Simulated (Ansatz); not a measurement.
## Two runs on HfO$_{2}$

System: HfO$_{2}$ (P2₁/c, 12 atoms in the cell).
Method of the first run: DFT, HSE06, plane waves, PAW, no spin polarisation (Ansatz 0.2.0).

The structure derives from an entry of the Crystallography Open Database. The geometry comes from this level: r2SCAN. Text and figures count atoms from 1; the logs count them from 0 in places.

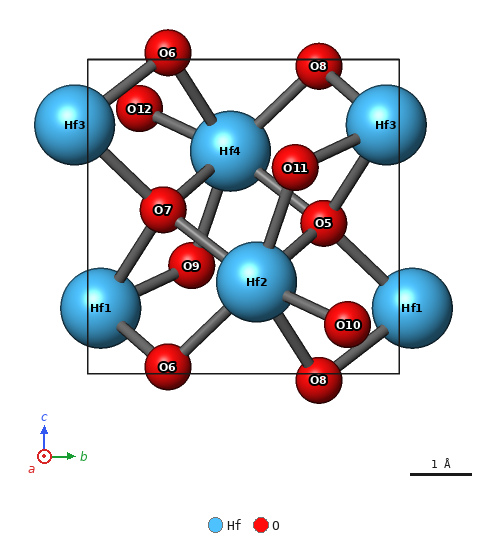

Fig. 1: The structure (ball-and-stick view of the cell of the calculation, along the a axis; atoms are numbered from 1 in the order of the input). Near neighbours in the crystal (not all of them lie inside the picture): Hf has 7 O at 2.04 to 2.25 Å; O has 4 Hf at 2.14 to 2.25 Å; O has 3 Hf at 2.04 to 2.14 Å.

**Input, the first run**
```yaml
crystal:
  lattice:
    - [5.1137785016, 0.0, -0.0057051012]
    - [0.0, 5.1814798767, 0.0]
    - [-0.8637460795, 0.0, 5.2240136831]
  atoms:
    - { symbol: Hf, position: [0.2761899071, 0.0418256045, 0.2081959016] }
    - { symbol: Hf, position: [0.7238100929, 0.5418256045, 0.2918040984] }
    - { symbol: Hf, position: [0.7238100929, 0.9581743955, 0.7918040984] }
    - { symbol: Hf, position: [0.2761899071, 0.4581743955, 0.7081959016] }
    - { symbol: O, position: [0.4479232036, 0.7576885497, 0.4785121656] }
    - { symbol: O, position: [0.5520767964, 0.2576885497, 0.0214878344] }
    - { symbol: O, position: [0.5520767964, 0.2423114503, 0.5214878344] }
    - { symbol: O, position: [0.4479232036, 0.7423114503, 0.9785121656] }
    - { symbol: O, position: [0.0701703011, 0.3339088307, 0.3439191267] }
    - { symbol: O, position: [0.9298296989, 0.8339088307, 0.1560808733] }
    - { symbol: O, position: [0.9298296989, 0.6660911693, 0.6560808733] }
    - { symbol: O, position: [0.0701703011, 0.1660911693, 0.8439191267] }
kpoints:
  mp_grid: { grid: [4, 4, 4] }
  band_path:
    path:
      - [0.0, 0.0, 0.0]
      - [0.0, 0.5, 0.0]
      - [0.0, 0.5, 0.5]
      - [0.0, 0.0, 0.5]
      - [-0.5, 0.0, 0.5]
      - [-0.5, 0.5, 0.5]
      - [-0.5, 0.5, 0.0]
      - [-0.5, 0.0, 0.0]
    npoints: 1
hamiltonian:
  xc: hse06
scf:
  occupations: { method: fixed }
  n_extra_bands: 7
output:
  forces: true
  stress: true
  eigenvalues: true
  write_density: true
  write_potential: true
  elf: true
  volumetric_format: npy
```

Launched with:
```bash
ansatz run input.yaml --threads 8 --pin off --max-ram 20275MiB --backend cpu --events-out ev --progress --plain --runs-dir out
```

Hardware: 8 threads of Arm Neoverse V2, 24 GiB of memory available, shared host.

**Output, shortened to warnings, some set-up lines, iterations and results (the first run)**
```
Warning: output.stress: scf.convergence.dr2_threshold = 1e-7 eV (the SCF's general default) is looser than the 1.2e-9 eV advised for a printed stress (1e-10 eV for each atom of the cell: 12). What an SCF threshold leaves in a stress goes as its square root, and in the free energy as the threshold itself, and one threshold admits the most on a small cell: of the crystals measured, under no hybrid …
Warning: output.stress: scf.exx.energy_threshold = 1e-6 eV is looser than the 1.2e-7 eV advised for a stress under a hybrid functional (1e-8 eV for each atom of the cell: 12). Every SCF of the exchange loop can meet its threshold on dr2 while the loop round them stops early: no threshold on dr2 bounds what that leaves in the stress. Set scf.exx.energy_threshold to 1.2e-7 eV or tighter. The …
Basis set: ecut = 420 eV, 2703 PW (Γ), exchange–correlation on 72×72×72 points (8 copies of the dense FFT grid, shifted against one another)
Symmetry: 4 space group operations
k-points: 30 of 64
Initial density: superposition of atomic densities (neutral atoms: chi_scale 0, normalization atom), corrected by the library's trained network
[...]
SCF iter   1: F=—  HF=-67446.675145 eV  |F-HF|=—  |Δ(HF+E_count)|=         —  Δρ=3.17e-3  dr2=6.27e-3  ethr=1.77e-3  ⟨swp⟩=5.4  Hψ=10290  notcnv=0
SCF iter   2: F=—  HF=-67446.679830 eV  |F-HF|=—  |Δ(HF+E_count)|=   4.68e-3  Δρ=1.90e-3  dr2=3.05e-3  ethr=4.12e-6  ⟨swp⟩=4.6  Hψ=9812  notcnv=0
SCF iter   3: F=-67446.679653 eV  HF=-67446.679558 eV  |F-HF|=9.50e-5  |Δ(HF+E_count)|=   2.71e-4  Δρ=9.77e-4  dr2=5.42e-4  ethr=2.00e-6  ⟨swp⟩=3.3  Hψ=6504  notcnv=0
SCF 1 stopped early in 3 iterations: F = -67446.679653 eV  dr2 = 5.42e-4
SCF iter   1: F=—  HF=-67447.566054 eV  |F-HF|=—  |Δ(HF+E_count)|=         —  Δρ=1.04e-2  dr2=1.57e-1  ethr=3.57e-6  ⟨swp⟩=6.6  Hψ=13341  notcnv=0
[... 13 lines ...]
SCF iter   6: F=-67447.423864 eV  HF=-67447.423864 eV  |F-HF|=4.37e-11  |Δ(HF+E_count)|=   1.30e-9  Δρ=2.46e-7  dr2=1.37e-9  ethr=2.87e-12  ⟨swp⟩=3.0  Hψ=6746  notcnv=0
SCF 3 converged in 6 iterations: F = -67447.423864 eV  dr2 = 1.37e-9
SCF iter   1: F=—  HF=-67447.423863 eV  |F-HF|=—  |Δ(HF+E_count)|=         —  Δρ=6.83e-6  dr2=4.90e-8  ethr=1.84e-9  ⟨swp⟩=5.8  Hψ=6048  notcnv=0
SCF iter   2: F=-67447.423863 eV  HF=-67447.423863 eV  |F-HF|=5.68e-10  |Δ(HF+E_count)|=   1.20e-8  Δρ=1.90e-6  dr2=2.69e-9  ethr=3.04e-11  ⟨swp⟩=4.0  Hψ=7543  notcnv=0
SCF 4 converged in 2 iterations: F = -67447.423863 eV  dr2 = 2.69e-9
  Residual-converged pass: ⟨swp⟩=2.9  Hψ=5363  notcnv=0  max |occ|·‖R‖ = 2.0e-6 eV (tolerance 2.1e-6 eV)  dr2=2.72e-9  dr2_onsite=4.73e-10  max |Δocc| = 0.0e0
hybrid outer 3: dexx = +1.319e-8 eV, tail = 7.59e-9 eV, Δε = 1.45e-4 eV (about 2.60e-5 eV left of the loop's levels), ΔF = 1.38e-4 eV/Å (tail 3.32e-4)
NSCF: frozen V_eff on 8 k-points
hybrid SCF converged: 3 outer / 16 inner (+3 warm-up), last move |dexx| = 1.32e-8 eV, tail = 7.59e-9 eV
Stability not checked: this state was not tested for a lower state beside it, because the functional holds exact exchange (a hybrid, or Hartree-Fock), whose exchange loop this test does not read (fock_operator; see scf.lower_state_search)
Free energy (F): -67447.423863 eV
Frozen-core exchange: fock
Harris-Foulkes:  -67447.423863 eV  (|F-HF|=5.68e-10)
Internal energy: -67447.423863 eV  (E = F + TS)
E sigma→0 (E₀):  -67447.423863 eV
Fermi energy:    13.075785 eV
--- Per-component energies (eV) ---
  E_band       = -385.995450
  E_kinetic    = 3082.920288
  E_local      = -24548.647344  (includes V_loc(G=0)·N_el)
  E_nonlocal   = -4656.902149
  E_hartree    = 11226.992985
  E_xc         = -1418.992802
  E_vxc        = -1437.648624  (∫ρ·V_xc dr)
  E_exx        = -618.381228  (= α·E_x^exact, valence–valence)
  E_paw        = -28673.283775  (= ΣΔE_a)
  E_vpaw       = 5957.039515  (= ΣTr[D̂ρ^β])
  E_aug_tail   = 0.019732  (compensation charges beyond the density's cutoff)
  E_ewald      = -21845.544382
  E_core_change = 4.394808  (= ΣΔE_core)
  E_smearing   = -0.000000  (= −TS)
  E_closure    = 0.000003  (closes the sum)
  Σ components = -67447.423863   (vs F -67447.423863, Δ=0.00e0)
--- Forces (eV/Å), atoms counted from 1 ---
  atom   1  Hf    -0.06275380    -0.00585493    -0.05950579
  atom   2  Hf     0.06275380    -0.00585493     0.05950579
  atom   3  Hf     0.06275380     0.00585493     0.05950579
  atom   4  Hf    -0.06275380     0.00585493    -0.05950579
  atom   5  O      0.06712824    -0.00225067     0.01581322
  atom   6  O     -0.06712824    -0.00225067    -0.01581322
  atom   7  O     -0.06712824     0.00225067    -0.01581322
  atom   8  O      0.06712824     0.00225067     0.01581322
  atom   9  O      0.02999477     0.01087846     0.05771647
  atom  10  O     -0.02999477     0.01087846    -0.05771647
  atom  11  O     -0.02999477    -0.01087846    -0.05771647
  atom  12  O      0.02999477    -0.01087846     0.05771647
  max |Σ_I F_I| component: 0.00e0 eV/Å
--- Stress (GPa, compression-positive) ---
        0.093711       0.000000      -0.147133
        0.000000       0.108505       0.000000
       -0.147133       0.000000      -0.171428
  P = ⅓ Tr σ = 0.0103 GPa (0.103 kbar)
```

For the second run the input was changed thus:
```diff
-  xc: hse06
+  xc: pbe0
```

What does this change do to the results?

The total energies belong to different methods, so their difference says nothing on which is more stable or more accurate. The gap on the mesh goes from 5.69 to 6.45 eV. The functional changes from HSE06 to PBE0. The number of SCF iterations is the same.

**Output, shortened to warnings, some set-up lines, iterations and results (the second run)**
```
Warning: output.stress: scf.convergence.dr2_threshold = 1e-7 eV (the SCF's general default) is looser than the 1.2e-9 eV advised for a printed stress (1e-10 eV for each atom of the cell: 12). What an SCF threshold leaves in a stress goes as its square root, and in the free energy as the threshold itself, and one threshold admits the most on a small cell: of the crystals measured, under no hybrid …
Warning: output.stress: scf.exx.energy_threshold = 1e-6 eV is looser than the 1.2e-7 eV advised for a stress under a hybrid functional (1e-8 eV for each atom of the cell: 12). Every SCF of the exchange loop can meet its threshold on dr2 while the loop round them stops early: no threshold on dr2 bounds what that leaves in the stress. Set scf.exx.energy_threshold to 1.2e-7 eV or tighter. The …
Basis set: ecut = 420 eV, 2703 PW (Γ), exchange–correlation on 72×72×72 points (8 copies of the dense FFT grid, shifted against one another)
Symmetry: 4 space group operations
k-points: 30 of 64
Initial density: superposition of atomic densities (neutral atoms: chi_scale 0, normalization atom), corrected by the library's trained network
[...]
SCF iter   1: F=—  HF=-67446.670962 eV  |F-HF|=—  |Δ(HF+E_count)|=         —  Δρ=3.16e-3  dr2=6.20e-3  ethr=1.77e-3  ⟨swp⟩=5.4  Hψ=10289  notcnv=0
SCF iter   2: F=—  HF=-67446.675710 eV  |F-HF|=—  |Δ(HF+E_count)|=   4.75e-3  Δρ=1.90e-3  dr2=3.02e-3  ethr=4.08e-6  ⟨swp⟩=4.6  Hψ=9820  notcnv=0
SCF iter   3: F=-67446.675552 eV  HF=-67446.675458 eV  |F-HF|=9.34e-5  |Δ(HF+E_count)|=   2.52e-4  Δρ=9.75e-4  dr2=5.43e-4  ethr=1.99e-6  ⟨swp⟩=3.3  Hψ=6507  notcnv=0
SCF 1 stopped early in 3 iterations: F = -67446.675552 eV  dr2 = 5.43e-4
SCF iter   1: F=—  HF=-67439.044784 eV  |F-HF|=—  |Δ(HF+E_count)|=         —  Δρ=1.03e-2  dr2=1.60e-1  ethr=3.57e-6  ⟨swp⟩=6.6  Hψ=13324  notcnv=0
[... 13 lines ...]
SCF iter   6: F=-67438.929819 eV  HF=-67438.929819 eV  |F-HF|=1.75e-10  |Δ(HF+E_count)|=   2.55e-8  Δρ=8.51e-7  dr2=4.99e-10  ethr=3.34e-12 (applied; sched 1.48e-12)  …
SCF 3 converged in 6 iterations: F = -67438.929819 eV  dr2 = 4.99e-10
SCF iter   1: F=—  HF=-67438.929820 eV  |F-HF|=—  |Δ(HF+E_count)|=         —  Δρ=6.59e-6  dr2=4.41e-8  ethr=3.50e-9  ⟨swp⟩=5.3  Hψ=5963  notcnv=0
SCF iter   2: F=-67438.929820 eV  HF=-67438.929820 eV  |F-HF|=7.57e-10  |Δ(HF+E_count)|=   7.47e-9  Δρ=1.89e-6  dr2=3.32e-9  ethr=2.44e-11  ⟨swp⟩=4.0  Hψ=7648  notcnv=0
SCF 4 converged in 2 iterations: F = -67438.929820 eV  dr2 = 3.32e-9
  Residual-converged pass: ⟨swp⟩=2.8  Hψ=5354  notcnv=0  max |occ|·‖R‖ = 2.3e-6 eV (tolerance 2.3e-6 eV)  dr2=3.37e-9  dr2_onsite=5.15e-10  max |Δocc| = 0.0e0
hybrid outer 3: dexx = +1.579e-8 eV, tail = 9.08e-9 eV, Δε = 1.52e-4 eV (about 2.78e-5 eV left of the loop's levels), ΔF = 1.60e-4 eV/Å (tail 2.24e-4)
NSCF: frozen V_eff on 8 k-points
hybrid SCF converged: 3 outer / 16 inner (+3 warm-up), last move |dexx| = 1.58e-8 eV, tail = 9.08e-9 eV
Stability not checked: this state was not tested for a lower state beside it, because the functional holds exact exchange (a hybrid, or Hartree-Fock), whose exchange loop this test does not read (fock_operator; see scf.lower_state_search)
Free energy (F): -67438.929820 eV
Frozen-core exchange: fock
Harris-Foulkes:  -67438.929820 eV  (|F-HF|=7.57e-10)
Internal energy: -67438.929820 eV  (E = F + TS)
E sigma→0 (E₀):  -67438.929820 eV
Fermi energy:    12.685699 eV
--- Per-component energies (eV) ---
  E_band       = -447.811424
  E_kinetic    = 3082.175209
  E_local      = -24548.022884  (includes V_loc(G=0)·N_el)
  E_nonlocal   = -4653.791660
  E_hartree    = 11223.675407
  E_xc         = -1374.451864
  E_vxc        = -1398.618418  (∫ρ·V_xc dr)
  E_exx        = -681.850373  (= α·E_x^exact, valence–valence)
  E_paw        = -28645.385313  (= ΣΔE_a)
  E_vpaw       = 5986.776931  (= ΣTr[D̂ρ^β])
  E_aug_tail   = 0.019765  (compensation charges beyond the density's cutoff)
  E_ewald      = -21845.544382
  E_core_change = 4.246271  (= ΣΔE_core)
  E_smearing   = -0.000000  (= −TS)
  E_closure    = 0.000004  (closes the sum)
  Σ components = -67438.929820   (vs F -67438.929820, Δ=-1.46e-11)
--- Forces (eV/Å), atoms counted from 1 ---
  atom   1  Hf    -0.06361873    -0.01353543    -0.05538224
  atom   2  Hf     0.06361873    -0.01353543     0.05538224
  atom   3  Hf     0.06361873     0.01353543     0.05538224
  atom   4  Hf    -0.06361873     0.01353543    -0.05538224
  atom   5  O      0.06243784    -0.00224634     0.01640088
  atom   6  O     -0.06243784    -0.00224634    -0.01640088
  atom   7  O     -0.06243784     0.00224634    -0.01640088
  atom   8  O      0.06243784     0.00224634     0.01640088
  atom   9  O      0.03085816     0.01049883     0.05448619
  atom  10  O     -0.03085816     0.01049883    -0.05448619
  atom  11  O     -0.03085816    -0.01049883    -0.05448619
  atom  12  O      0.03085816    -0.01049883     0.05448619
  max |Σ_I F_I| component: 0.00e0 eV/Å
--- Stress (GPa, compression-positive) ---
        0.186418       0.000000      -0.113321
        0.000000       0.195603       0.000000
       -0.113321       0.000000      -0.067012
  P = ⅓ Tr σ = 0.1050 GPa (1.050 kbar)
```

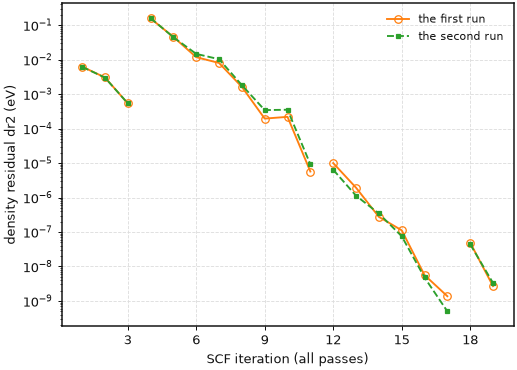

Fig. 2: Convergence of the two runs: density residual dr2 against the SCF iteration. A break in a curve parts two SCF passes. The first run takes 19 iterations in all, and the second run takes 19.

**The two runs side by side**

```csv
quantity,the first run,the second run
outcome,converged,converged
free energy per atom (eV),−5620.6187,−5619.9108
gap on the mesh (eV),5.69,6.45
pressure (GPa),0.01,0.11
largest force (eV/Å),0.087,0.085
SCF iterations,19,19
irreducible k-points,30,30
plane waves at Γ,2703,2703
wall time (shared host),2.7 min,2.3 min
```

For both runs: Warnings: the exchange loop's threshold is looser than advised for the stress; the SCF threshold is looser than advised for the printed stress. Spin–orbit coupling is left out, which matters for Hf.
